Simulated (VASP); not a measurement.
**Geometry relaxation of Pd (part 2 of 2)**

Pd (1 atom in the cell); Kohn-Sham DFT of a periodic cell, LDA, VASP PAW LDA potentials, recommended, no spin polarisation (VASP 6.6.1); cutoff 600 eV, 10×10×10 k-mesh, fermi-dirac of 0.05 eV. The structure derives from an entry of the Crystallography Open Database.

Geometry of the input (Å; fractional positions):
```
0.0000  1.9465  1.9465
1.9465  0.0000  1.9465
1.9465  1.9465  0.0000
Pd 0.0000  0.0000  0.0000
```

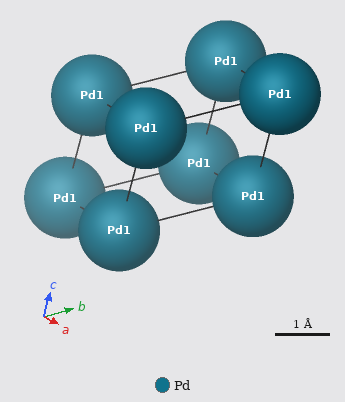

Figure 1. The geometry at step 1 of the log (spheres-only view of the cell of the calculation, seen slightly off an axis; atoms are numbered from 1 in the order of the input).

## Parts of OUTCAR, continued
```
 k-point     1 :       0.0000    0.0000    0.0000
  band No.  band energies     occupation
      1       2.3540      2.00000
      2       6.7279      2.00000
      3       6.7279      2.00000
      4       6.7279      2.00000
      5       8.3728      2.00000
      6       8.3728      2.00000
      7      26.7249      0.00000
      8      31.4407      0.00000
      9      31.4407      0.00000

 k-point     2 :       0.1000    0.0000    0.0000
  band No.  band energies     occupation
      1       2.7114      2.00000
      2       6.6084      2.00000
      3       6.8471      2.00000
      4       6.8471      2.00000
      5       8.3206      2.00000
      6       8.3206      2.00000
      7      27.0690      0.00000
      8      29.4988      0.00000
      9      31.8520      0.00000

 k-point     3 :       0.2000    0.0000    0.0000
  band No.  band energies     occupation
      1       3.6148      2.00000
      2       6.4878      2.00000
      3       7.0311      2.00000
      4       7.0311      2.00000
      5       8.3521      2.00000
      6       8.3521      2.00000
      7      25.8146      0.00000
      8      27.9600      0.00000
      9      32.8183      0.00000

 k-point     4 :       0.3000    0.0000    0.0000
  band No.  band energies     occupation
      1       4.2872      2.00000
      2       6.9567      2.00000
      3       6.9567      2.00000
      4       7.2423      2.00000
      5       8.7805      2.00000
      6       8.7805      2.00000
      7      22.2134      0.00000
      8      27.3687      0.00000
      9      32.7528      0.00000

 k-point     5 :       0.4000    0.0000    0.0000
  band No.  band energies     occupation
      1       4.2996      2.00000
      2       6.7709      2.00000
      3       6.7709      2.00000
      4       9.1760      1.99969
      5       9.3360      1.99245
      6       9.3360      1.99245
      7      18.7043      0.00000
      8      26.4577      0.00000
      9      31.1939      0.00000

 [... the levels of 18 k-points are left out ...]

 k-point    24 :       0.4000    0.3000    0.0000
  band No.  band energies     occupation
      1       4.7272      2.00000
      2       5.0000      2.00000
      3       8.1286      2.00000
      4       8.6412      2.00000
      5       9.5165      1.75408
      6      10.6160      0.00000
      7      23.1647      0.00000
      8      24.8259      0.00000
      9      25.0788      0.00000

 [... further k-points ...]

------------------------ aborting loop because EDIFF is reached ----------------------------------------

  FORCE on cell =-STRESS in cart. coord.  units (eV):
  Direction    XX          YY          ZZ          XY          YZ          ZX
  --------------------------------------------------------------------------------------
  -------------------------------------------------------------------------------------
  Total       -0.7661530     -0.7661530     -0.7661530      0.0000000     -0.0000000     -0.0000000
  in kB      -83.2209921    -83.2209921    -83.2209921      0.0000000     -0.0000000     -0.0000000
  external PRESSURE =     -83.2209921 kB  Pullay stress =       0.0000000 kB

 VOLUME and BASIS-vectors are now :
 -----------------------------------------------------------------------------
  energy-cutoff  :      600.00
  volume of cell :       14.75
      direct lattice vectors                 reciprocal lattice vectors
     0.000000000  1.946500000  1.946500000    -0.256871307  0.256871307  0.256871307
     1.946500000  0.000000000  1.946500000     0.256871307 -0.256871307  0.256871307
     1.946500000  1.946500000  0.000000000     0.256871307  0.256871307 -0.256871307

 POSITION                                       TOTAL-FORCE (eV/Angst)
 -----------------------------------------------------------------------------------
      0.00000      0.00000      0.00000         0.000000      0.000000      0.000000
 -----------------------------------------------------------------------------------
    total drift:                               -0.000000      0.000000     -0.000000

  FREE ENERGIE OF THE ION-ELECTRON SYSTEM (eV)
  ---------------------------------------------------
  free  energy   TOTEN  =        -6.4997735563 eV

  energy  without entropy=       -6.4848798833  energy(sigma->0) =       -6.49232672

--------------------------------------- Ionic step        2  -------------------------------------------

 number of electron       9.9999999 magnetization

------------------------ aborting loop because EDIFF is reached ----------------------------------------

  FORCE on cell =-STRESS in cart. coord.  units (eV):
  Direction    XX          YY          ZZ          XY          YZ          ZX
  --------------------------------------------------------------------------------------
  -------------------------------------------------------------------------------------
  Total        1.6440894      1.6440894      1.6440894      0.0000000      0.0000000      0.0000000
  in kB      199.9454417    199.9454417    199.9454417      0.0000000      0.0000000      0.0000000
  external PRESSURE =     199.9454417 kB  Pullay stress =       0.0000000 kB

 VOLUME and BASIS-vectors are now :
 -----------------------------------------------------------------------------
  energy-cutoff  :      600.00
  volume of cell :       13.17
      direct lattice vectors                 reciprocal lattice vectors
     0.000000000  1.874554915  1.874554915    -0.266729983  0.266729983  0.266729983
     1.874554915 -0.000000000  1.874554915     0.266729983 -0.266729983  0.266729983
     1.874554915  1.874554915 -0.000000000     0.266729983  0.266729983 -0.266729983

 POSITION                                       TOTAL-FORCE (eV/Angst)
 -----------------------------------------------------------------------------------
      0.00000      0.00000      0.00000         0.000000     -0.000000     -0.000000
 -----------------------------------------------------------------------------------
    total drift:                               -0.000000     -0.000000     -0.000000

  FREE ENERGIE OF THE ION-ELECTRON SYSTEM (eV)
  ---------------------------------------------------
  free  energy   TOTEN  =        -6.4588949687 eV

  energy  without entropy=       -6.4470791184  energy(sigma->0) =       -6.45298704

--------------------------------------- Ionic step        3  -------------------------------------------

 number of electron      10.0000002 magnetization

 Free energy of the ion-electron system (eV)
  ---------------------------------------------------
  ext. energy  EPLUGINS =         0.00000000
  ---------------------------------------------------
  free energy    TOTEN  =        -6.51583442 eV

  energy without entropy =       -6.50207452  energy(sigma->0) =       -6.50895447

 E-fermi :  10.3247     XC(G=0): -13.7612     alpha+bet :-17.3604

 val. band max:       10.3086712575   @ k =   0.5000   0.1000   0.0000
 cond. band min:      10.3562987689   @ k =   0.5000   0.2000   0.0000
 fundamental gap:      0.0476275114
 Fermi energy:        10.3246847035

 k-point     1 :       0.0000    0.0000    0.0000
  band No.  band energies     occupation
      1       2.7399      2.00000
      2       7.2427      2.00000
      3       7.2427      2.00000
      4       7.2427      2.00000
      5       8.9981      2.00000
      6       8.9981      2.00000
      7      27.4312      0.00000
      8      32.3795      0.00000
      9      32.3795      0.00000

 k-point     2 :       0.1000    0.0000    0.0000
  band No.  band energies     occupation
      1       3.1099      2.00000
      2       7.1140      2.00000
      3       7.3693      2.00000
      4       7.3693      2.00000
      5       8.9410      2.00000
      6       8.9410      2.00000
      7      27.8263      0.00000
      8      30.4292      0.00000
      9      32.8340      0.00000

 k-point     3 :       0.2000    0.0000    0.0000
  band No.  band energies     occupation
      1       4.0372      2.00000
      2       6.9850      2.00000
      3       7.5642      2.00000
      4       7.5642      2.00000
      5       8.9723      2.00000
      6       8.9723      2.00000
      7      26.8317      0.00000
      8      28.7454      0.00000
      9      33.9419      0.00000

 k-point     4 :       0.3000    0.0000    0.0000
  band No.  band energies     occupation
      1       4.6986      2.00000
      2       7.4834      2.00000
      3       7.4834      2.00000
      4       7.7834      2.00000
      5       9.4300      2.00000
      6       9.4300      2.00000
      7      23.2605      0.00000
      8      28.1590      0.00000
      9      34.0163      0.00000

 k-point     5 :       0.4000    0.0000    0.0000
  band No.  band energies     occupation
      1       4.6880      2.00000
      2       7.2847      2.00000
      3       7.2847      2.00000
      4       9.7764      1.99997
      5      10.0262      1.99491
      6      10.0262      1.99491
      7      19.7394      0.00000
      8      27.1964      0.00000
      9      32.3332      0.00000

 [... the levels of 18 k-points are left out ...]

 k-point    24 :       0.4000    0.3000    0.0000
  band No.  band energies     occupation
      1       5.1201      2.00000
      2       5.4017      2.00000
      3       8.7267      2.00000
      4       9.2802      2.00000
      5      10.2210      1.77675
      6      11.3306      0.00000
      7      24.1846      0.00000
      8      25.9240      0.00000
      9      26.1105      0.00000

 [... further k-points ...]

------------------------ aborting loop because EDIFF is reached ----------------------------------------

  FORCE on cell =-STRESS in cart. coord.  units (eV):
  Direction    XX          YY          ZZ          XY          YZ          ZX
  --------------------------------------------------------------------------------------
  -------------------------------------------------------------------------------------
  Total       -0.0190405     -0.0190405     -0.0190405      0.0000000      0.0000000     -0.0000000
  in kB       -2.1525636     -2.1525636     -2.1525636      0.0000000      0.0000000     -0.0000000
  external PRESSURE =      -2.1525636 kB  Pullay stress =       0.0000000 kB

 VOLUME and BASIS-vectors are now :
 -----------------------------------------------------------------------------
  energy-cutoff  :      600.00
  volume of cell :       14.17
      direct lattice vectors                 reciprocal lattice vectors
     0.000000000  1.920736117  1.920736117    -0.260316863  0.260316863  0.260316863
     1.920736117 -0.000000000  1.920736117     0.260316863 -0.260316863  0.260316863
     1.920736117  1.920736117 -0.000000000     0.260316863  0.260316863 -0.260316863

 POSITION                                       TOTAL-FORCE (eV/Angst)
 -----------------------------------------------------------------------------------
      0.00000      0.00000      0.00000         0.000000      0.000000      0.000000
 -----------------------------------------------------------------------------------
    total drift:                                0.000000     -0.000000     -0.000000

  FREE ENERGIE OF THE ION-ELECTRON SYSTEM (eV)
  ---------------------------------------------------
  free  energy   TOTEN  =        -6.5158344169 eV

  energy  without entropy=       -6.5020745170  energy(sigma->0) =       -6.50895447

 reached required accuracy - stopping structural energy minimisation
```

## CONTCAR
```
Pd
   1.00000000000000
     0.0000000000000000    1.9207361170300550    1.9207361170300550
     1.9207361170300550   -0.0000000000000000    1.9207361170300550
     1.9207361170300550    1.9207361170300550   -0.0000000000000000
  Pd
     1
Direct
     0.0000000000000000    0.0000000000000000    0.0000000000000000

  0.00000000E+00  0.00000000E+00  0.00000000E+00
```

## Trajectory as extended XYZ (Å, eV, eV/Å), 3 frames, from step=0 to step=2
```
1
Lattice="0.0000 1.9465 1.9465 1.9465 0.0000 1.9465 1.9465 1.9465 0.0000" Properties=species:S:1:pos:R:3:forces:R:3 step=0 energy=-6.49977
Pd    0.0000    0.0000    0.0000    0.0000   0.0000   0.0000
1
Lattice="0.0000 1.8746 1.8746 1.8746 -0.0000 1.8746 1.8746 1.8746 -0.0000" Properties=species:S:1:pos:R:3:forces:R:3 step=1 energy=-6.45889
Pd    0.0000    0.0000    0.0000    0.0000   0.0000   0.0000
1
Lattice="0.0000 1.9207 1.9207 1.9207 -0.0000 1.9207 1.9207 1.9207 -0.0000" Properties=species:S:1:pos:R:3:forces:R:3 step=2 energy=-6.51583
Pd    0.0000    0.0000    0.0000    0.0000   0.0000   0.0000
```

## Key numbers

```json
{"quantity": "outcome", "value": "converged"}
{"quantity": "space group (tolerance 0.01 Å)", "value": "Fm-3m (225)"}
{"quantity": "electrons treated", "value": "10"}
{"quantity": "free energy", "value": "−6.5158 eV"}
{"quantity": "gap on the k-point mesh", "value": "none (metallic)"}
{"quantity": "pressure", "value": "−0.22 GPa"}
{"quantity": "final volume", "value": "14.17 Å³"}
{"quantity": "largest force (length of the vector) at the end", "value": "under 0.001 eV/Å"}
{"quantity": "final cell", "value": "a = 2.716 Å, b = 2.716 Å, c = 2.716 Å, α = 60.00°, β = 60.00°, γ = 60.00°"}
{"quantity": "hardware", "value": "1 thread of AMD EPYC (Zen 3), 1656 GiB of memory available, shared host"}
{"quantity": "wall time", "value": "20 s"}
{"quantity": "peak memory", "value": "0.11 GiB"}
```
